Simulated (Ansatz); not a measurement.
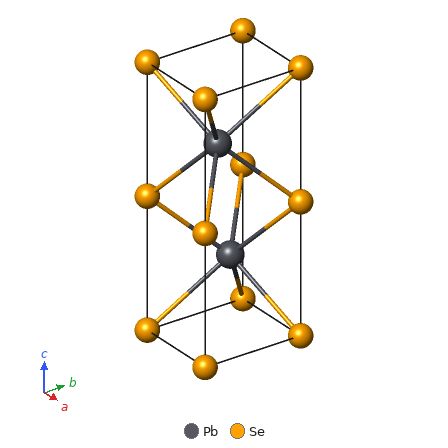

System: PbSe, space group P6_3/mmc (No. 194) (cell built by us, not taken from a database). The picture shows the cell.

Starting cell:
```yaml
crystal:
  lattice:
    - [4.27071, 0.00000, 0.00000]
    - [-2.13535, 3.69854, 0.00000]
    - [0.00000, 0.00000, 7.64614]
  atoms:
    - { symbol: Pb, position: [0.66667, 0.33333, 0.75000] }
    - { symbol: Pb, position: [0.33333, 0.66667, 0.25000] }
    - { symbol: Se, position: [0.00000, 0.00000, 0.00000] }
    - { symbol: Se, position: [0.00000, 0.00000, 0.50000] }
```

How it was computed, with Ansatz 0.2.0: harmonic phonon frequencies at the irreducible points of a q mesh with atoms at rest in the given cell, q in fractions of the reciprocal cell vectors, no long-range term at q = 0, imaginary frequencies are negative, the first points where there are many; plane waves with PAW datasets. Level: PBE, no spin polarisation.

wave cutoff 420 eV; k mesh 12×12×6; occupations Gaussian; smearing width 0.01 eV; pressure 0 GPa; phonon method linear response; q mesh 2×2×1.

Predict the phonon frequencies at several wave vectors (in fractions of the reciprocal vectors of the given cell).

One mode is imaginary at (0 0 0), the softest at 52.8i cm⁻¹, so the structure is dynamically unstable. The highest mode among the wave vectors computed lies at 145.0 cm⁻¹, at (0 0 0) (at the zone centre itself the field of polar modes is left out).

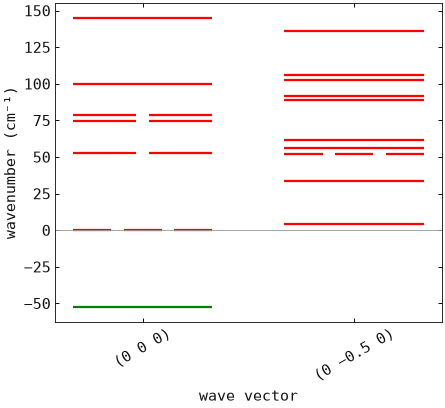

Imaginary frequencies are drawn as negative.

Limits of the calculation: a crossing between the sampled k points may be missed; vibrations at or below zero.
